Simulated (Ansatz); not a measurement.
GaN (slab)

```
CELL_PARAMETERS angstrom
3.15181 0.00000 0.00000
0.00000 5.13841 0.00000
0.00000 0.00000 26.82803
ATOMIC_POSITIONS crystal
Ga 0.00000 0.97347 0.28960
N 0.00000 0.62737 0.28082
Ga 0.50000 0.50684 0.31004
N 0.50000 0.13188 0.31290
Ga 0.50000 0.99919 0.38291
N 0.50000 0.62519 0.38129
Ga 0.00000 0.50487 0.41460
N 0.00000 0.12730 0.41522
Ga 0.00000 0.00250 0.48345
N 0.00000 0.62639 0.48309
Ga 0.50000 0.50250 0.51655
N 0.50000 0.12639 0.51691
Ga 0.50000 0.00487 0.58540
N 0.50000 0.62730 0.58478
Ga 0.00000 0.49919 0.61709
N 0.00000 0.12519 0.61871
Ga 0.00000 0.00684 0.68996
N 0.00000 0.63188 0.68710
Ga 0.50000 0.47347 0.71040
N 0.50000 0.12737 0.71918
```

All numbers below come from DFT LDA, scalar-relativistic, plane waves, PAW (Ansatz 0.2.0).

### What will maps of the valence pseudo-density and electron localisation function show?

Ga–N (1.79 Å): ρ is about 1 e/Å³ halfway; the ELF peaks at about 0.80 in the valence shell of N, 0.6 Å from its nucleus, and is about 0.55 at the midpoint.
Ga–N (1.94 Å): the density is about 0.76 e/Å³ at the midpoint; the ELF peaks at about 0.85 in the valence shell of N, 0.6 Å from its nucleus, and is about 0.50 at the midpoint.
Ga–N (2.00 Å): ρ is about 0.68 e/Å³ halfway; the ELF peaks at about 0.85 in the valence shell of N, 0.7 Å from its nucleus, and is about 0.45 at the midpoint.

### Metal or insulator at this level of theory?

It is gapped, with a Kohn–Sham gap of 1.8 eV on the k-point mesh, an upper bound to the gap of this method.

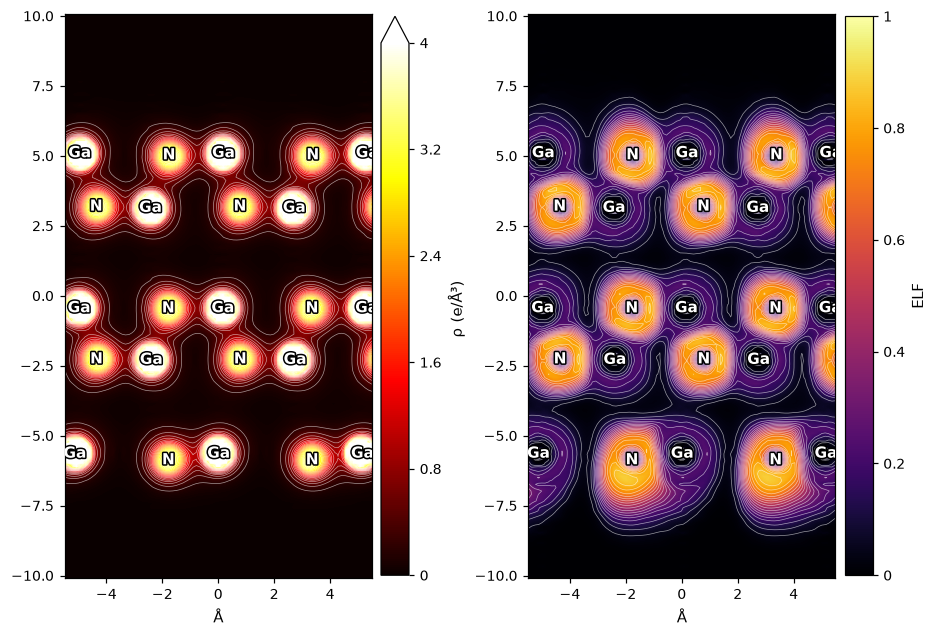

Computed valence pseudo-density and electron localisation function on the (100) plane of the calculation cell, a cut from vacuum to vacuum, in this order. 

In a PAW calculation such maps are meaningful between the atoms, not at the nuclei.
